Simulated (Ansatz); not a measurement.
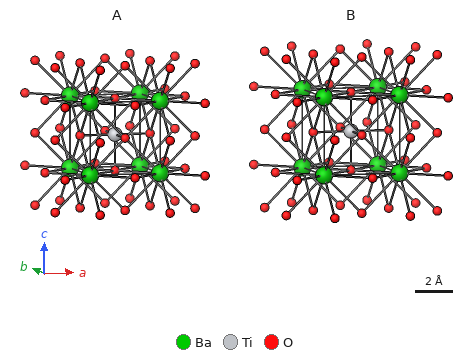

Two geometries of crystalline BaTiO3 (built on the cubic perovskite type), drawn at one scale. One is the start of a relaxation, the other its converged end. The picture is a ball-and-stick view of the cell of the calculation, seen slightly off an axis.

Level of theory: Ansatz, DFT, PBE, plane waves, PAW. (plane-wave cutoff 420 eV; k-point mesh 6 × 6 × 6; occupations fermi dirac; smearing width 0.02 eV; no spin polarisation; cell and atoms relaxed; force threshold 0.005 eV/Å)

Which of the two is the end point?

Structure A is the relaxed one. After 5 accepted moves (7 points after the start) the energy has fallen by 283 meV per atom. All forces vanish by symmetry, so only the cell relaxes. Pressure: −22.08 GPa at the start and −0.01 GPa at the end. The SCF was repeated twice at an unchanged geometry on a basis and grid sized afresh for the cell, which shifted the energy by 3.3 meV per atom at most. No atom moves by more than 0.005 Å relative to the cell. The volume changes by −20.4 %, with a = b = c 4.336 → 4.019 Å (−7.3 %). Among the contacts that change: Ba–Ti 3.755 → 3.481 Å, Ba–O 3.066 → 2.842 Å, O–Ti 2.168 → 2.010 Å. The space group stays Pm-3m (No. 221). The run took 9.2 s on 2 threads of AMD EPYC 7R13 Processor (Zen 3) (shared host), peak memory 0.54 GiB.
